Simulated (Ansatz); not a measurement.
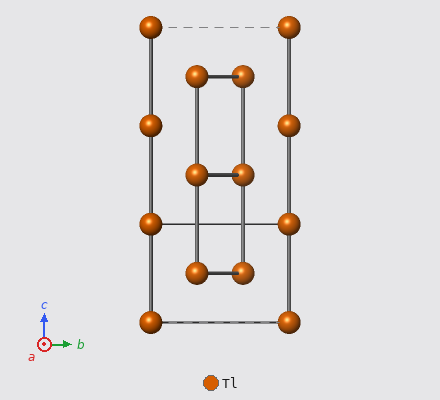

Tl (P6/mmm, No. 191): the end point of a relaxation with Ansatz 0.2.0, DFT, PBEsol, plane waves (420 eV) with PAW, scalar-relativistic; the starting structure was generated, so it need not be a known form of this composition.

```xyz
3
Lattice="5.4495 0.0000 0.0000 -2.7247 4.7194 0.0000 0.0000 0.0000 3.3566" Properties=species:S:1:pos:R:3 pbc="T T T"
Tl    0.0000    0.0000    0.0000
Tl    0.0000    3.1463    1.6783
Tl    2.7247    1.5731    1.6783
```

**What will a Z-contrast image along [100] show? The image is simulated as a sum over atoms of Z^1.6, blurred by a 1.06 Å probe (no channelling). The probe carries 15 % of its weight in a tail 2.5 times as wide. Shot noise was added.**

The columns repeat on a rectangular net of 3.36 × 4.72 Å (plane group p2mm). All columns are alike (Tl). The shortest distance between visible columns is 1.57 Å in projection. Along the beam the structure repeats every 5.45 Å.

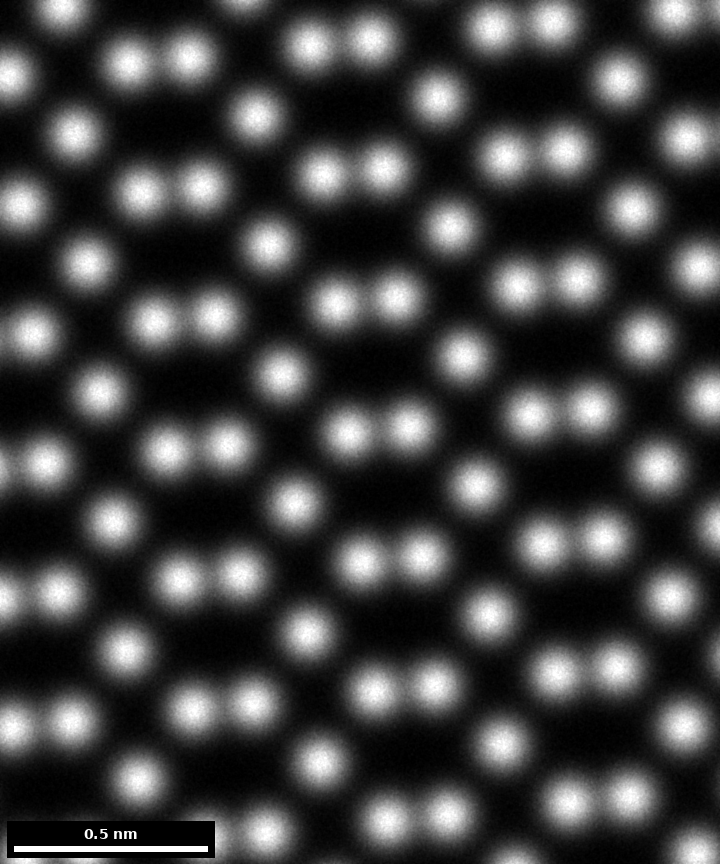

The simulated image.
